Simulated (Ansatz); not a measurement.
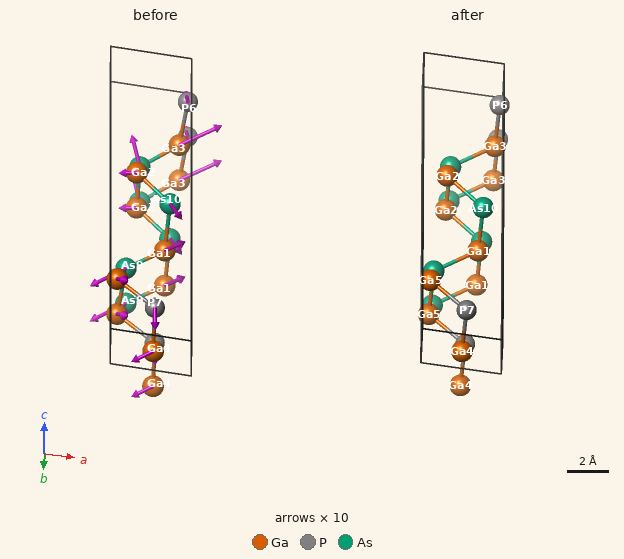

The structure of crystalline Ga₅As₃P₂ (a generated structure, set up in P1) (coarse preliminary run) before (left) and after (right) a relaxation, at one scale. The purple arrows give the displacements (the part carried along by the change of the cell is left out), magnified 10 times.

A ball-and-stick model of the cell of the calculation, repeated 1 × 2 × 1 with one cell outlined, seen from a free direction.

All numbers below come from DFT PBE, scalar-relativistic, plane waves, PAW (Ansatz 0.2.0). Set-up: plane-wave cutoff 420 eV; k-point mesh 4 × 4 × 4; occupations gaussian; smearing width 0.1 eV; no spin polarisation; cell and atoms relaxed; force threshold 0.025 eV/Å; at most 60 steps.

Question: Describe what moved and what it gained.

Answer: The energy falls by 152 meV per atom in 3 accepted moves (4 points after the start). Largest force component: 3.8 eV/Å at the start, 0.004 eV/Å at the end. The pressure goes from 2.05 to 0.01 GPa. The SCF was repeated once at an unchanged geometry on a basis and grid sized afresh for the cell, which shifted the energy by less than 0.05 meV per atom at most. The atom that moves furthest relative to the cell is a Ga atom (0.24 Å in a general direction near [2 −1 0]). Largest moves by element: Ga 0.24 Å, As 0.21 Å, P 0.14 Å. Cell: a 4.055 → 4.017 Å (−0.9 %), b 3.955 → 4.017 Å (+1.6 %), c 14.518 → 14.262 Å (−1.8 %), α 100.1° → 98.1°, β 98.7° → 98.1°, γ 87.7° → 90.0°. Volume −0.4 %. Some distances before and after: As–Ga 2.155 → 2.470 Å, As–Ga 2.746 → 2.471 Å, Ga–P 2.224 → 2.412 Å, Ga–P 2.598 → 2.412 Å. Bond angles that change, for instance: Ga–P–Ga 118.0° → 107.9°, P–Ga–As 119.0° → 108.9°, Ga–As–Ga 100.1° → 109.9°. The space group (tolerance 0.01 Å) goes from P1 (No. 1) to I-4m2 (No. 119).
